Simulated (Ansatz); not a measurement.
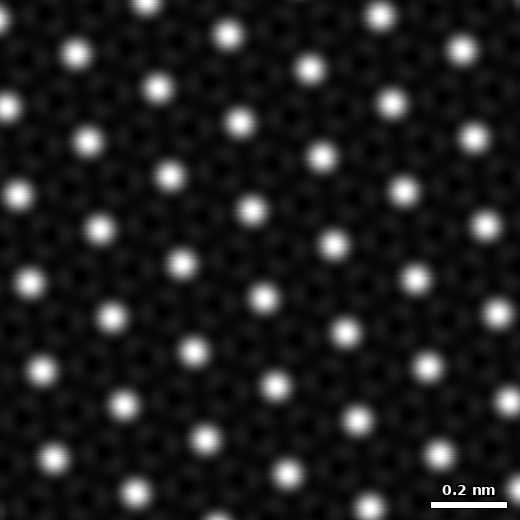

Phase-contrast TEM-like image of Cu (Im-3m, No. 229) along [111]. Simulated in the weak-phase-object approximation with neutral-atom potentials: 300 kV, Cs = −20 µm, defocus +75 Å (negative is underfocus), defocus spread 8 Å, aperture 1.36 1/Å. A slight drift was added. Structure: the end point of a relaxation with Ansatz, DFT, RPBE, plane waves (420 eV) with PAW, scalar-relativistic; the starting structure was generated, so it need not be a known form of this composition.

Question: What point resolution do these settings give, and which lattice spacings pass?

Answer: About 0.7 Å (0.66 |Cs|^(1/4) λ^(3/4) with λ = 0.0197 Å). The spacings that carry visible contrast are {110} at 2.06 Å, {211} at 1.19 Å, {220} at 1.03 Å.

Question: Do the atom columns appear dark or bright, and why?

Answer: Bright. With negative Cs and overfocus sin χ is positive over the pass band, so the strongest columns (Cu) come out brighter than the background.
